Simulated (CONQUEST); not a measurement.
**O: 7 runs along one coordinate**

System: O (8 atoms in the cell).
Method: Kohn-Sham DFT of a periodic cell, PBE, PseudoDojo NC PBE, no spin polarisation (CONQUEST 1.3).

The 7 runs differ only in the geometry, by an even scaling of the cell at fixed fractional positions. The structure derives from a Materials Project entry.

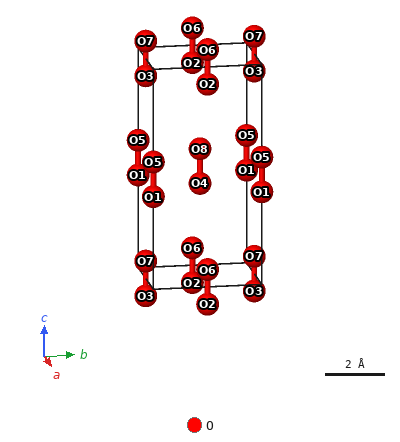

Figure 1. The structure of run 4 (ball-and-stick view of the cell of the calculation, seen slightly off an axis; atoms are numbered from 1 in the order of the input).

### Input of run 4
```
IO.Title O
IO.Coordinates coords.dat
IO.FractionalAtomicCoords T
IO.Iprint 2
IO.Iprint_init 1
General.NumberOfSpecies 1
General.PseudopotentialType hamann
AtomMove.TypeOfRun static
AtomMove.FullStress T
Grid.PointsAlongX 32
Grid.PointsAlongY 40
Grid.PointsAlongZ 96
DM.SolutionMethod diagon
Diag.MPMesh T
Diag.GammaCentred T
Diag.MPMeshX 9
Diag.MPMeshY 7
Diag.MPMeshZ 4
Diag.kT 0.00183747
minE.SCTolerance 1e-6
SC.MaxIters 100
IO.AtomChargeOutput T
%block ChemicalSpeciesLabel
1 16.000 O
%endblock
```

Command:
```bash
Conquest
```

Lattice vectors (Å) and fractional positions of run 4:
```
   3.003546    0.000000    0.000000
   0.000000    3.779770    0.000000
   0.000000    0.000000    7.797674
O   0.000000  0.000000  0.421098
O   0.000000  0.500000  0.921098
O   0.500000  0.000000  0.921098
O   0.500000  0.500000  0.421098
O   0.000000  0.000000  0.578902
O   0.000000  0.500000  0.078902
O   0.500000  0.000000  0.078902
O   0.500000  0.500000  0.578902
```

Run 3 has the same physical settings and fractional positions; its lattice vectors (Å) are:
```
   2.983387    0.000000    0.000000
   0.000000    3.754402    0.000000
   0.000000    0.000000    7.745339
```

### Results, with one run withheld

```tsv
run	volume per atom (Å³)	free energy per atom, from the lowest run given (meV)	pressure (GPa)
1	10.402	14.04	7.09
2	10.623	5.86	4.75
3	10.844	?	?
4	11.066	0.00	−0.91
5	11.287	2.80	−2.78
6	11.508	7.73	−4.48
7	11.730	14.98	−6.03
```

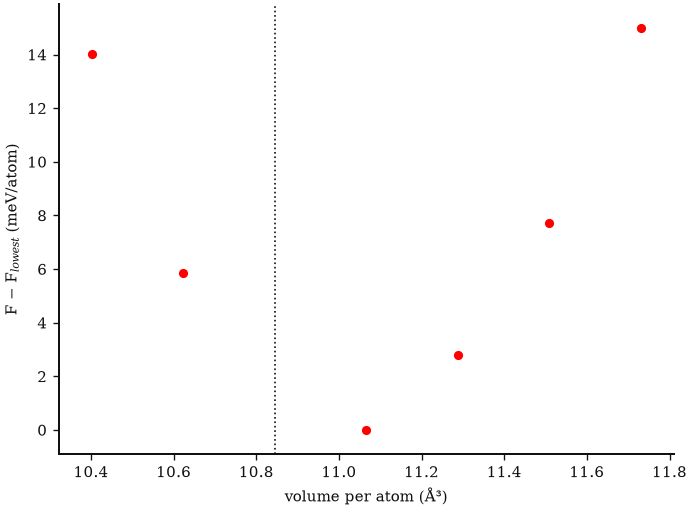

Figure 2. Free energy per atom of the runs given; the dotted line marks run 3.

Estimate the energy of run 3 from the others.

A cubic polynomial in V^(−2/3) (the Birch–Murnaghan form), fitted to the 6 runs given, misses them by at most 0.35 meV per atom. With x = V^(−2/3) − 0.20113 Å⁻², it reads F = 0.43108 − 396.25 x + 2.1799e+05 x² + 8.3608e+05 x³ (meV per atom). At run 3 it gives 1.21 meV per atom, and the run itself gives 0.82. The slope of the fit gives a pressure −dF/dV of 1.86 GPa there, and the run prints 1.97 GPa. The two needn't agree exactly: the fit is approximate, and the printed stress is taken on a finite basis. The fit has its minimum at 11.012 Å³ per atom, where V d²F/dV² gives 116 GPa. Cell shape and fractional positions are held, so this is the stiffness under even scaling; the relaxed bulk modulus wasn't computed and can be far lower in a crystal of layers, chains or molecules like this one.

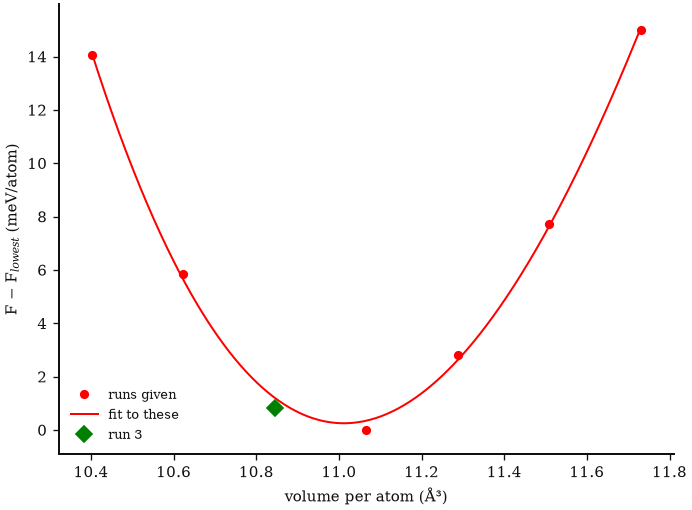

Figure 3. The fit and the withheld run.

### Some lines of the output (run 3)
```
[...]
          DFT Total Energy                 :      -131.547842969287416 Ha
          Free Energy (E-TS)               :      -131.582239039323582 Ha
          DFT Total Energy                 :      -131.578592560450346 Ha
          Free Energy (E-TS)               :      -131.580258710718596 Ha
          DFT Total Energy                 :      -131.579304154335887 Ha
          Free Energy (E-TS)               :      -131.580195415686461 Ha
          DFT Total Energy                 :      -131.579326974453380 Ha
          Free Energy (E-TS)               :      -131.580193652069227 Ha
          DFT Total Energy                 :      -131.579327643607542 Ha
          Free Energy (E-TS)               :      -131.580193433084901 Ha
          DFT Total Energy                 :      -131.579327512284522 Ha
      | Free Energy as E-TS      =      -131.580193433084901 Ha
      |* DFT total energy        =      -131.579327512284522 Ha
    force: Average pressure:      1.96960991 GPa
```

Notes: With a small basis of atomic orbitals these values can differ much from converged plane-wave results.
